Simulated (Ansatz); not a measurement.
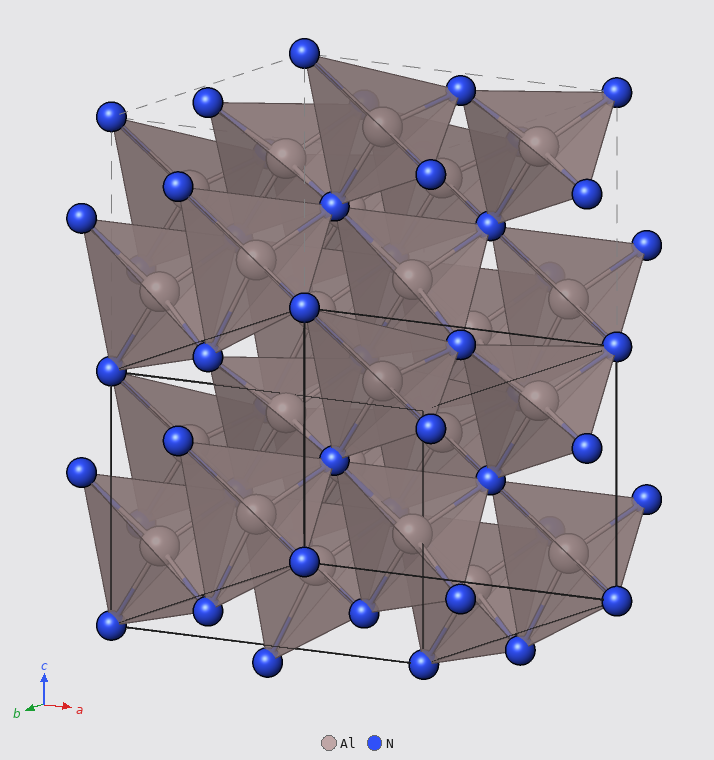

Shown here is a polyhedral view of the crystal, taken from a general direction. One conventional unit cell is drawn solid; the view covers 1×1×2 cells. Some atoms of the next cells are drawn as well.

AlN, space group Cmm2 (No. 35), a = 6.18 Å, b = 6.18 Å, c = 4.37 Å, α = 90.00°, β = 90.00°, γ = 90.00°.

Computational set-up: DFT r2SCAN, scalar-relativistic, plane waves, PAW in Ansatz 0.2.0, a 500 eV plane-wave basis, k-points about 0.24 Å⁻¹ apart, Gaussian smearing of 0.05 eV, no spin polarisation.

### What does the calculation say: metal or gapped?

An insulator at this level, with a gap of 3.63 eV on the k-mesh (the true edges may lie between mesh points, so the gap can be somewhat smaller).

### What pressure does the calculation give for this cell?

The computed pressure is 3.1 GPa (compressed: it would expand). The stress isn't hydrostatic: its largest component is 5.7 GPa.

The initial geometry was a structure listed in the Materials Project. The cell was then strained or its atoms displaced on purpose. It was run through Ansatz as a DFT input.

At this level of theory the run's own cell isn't at rest (forces up to 5.8 eV/Å), so its distances can differ from those at equilibrium, the more so the softer the solid.
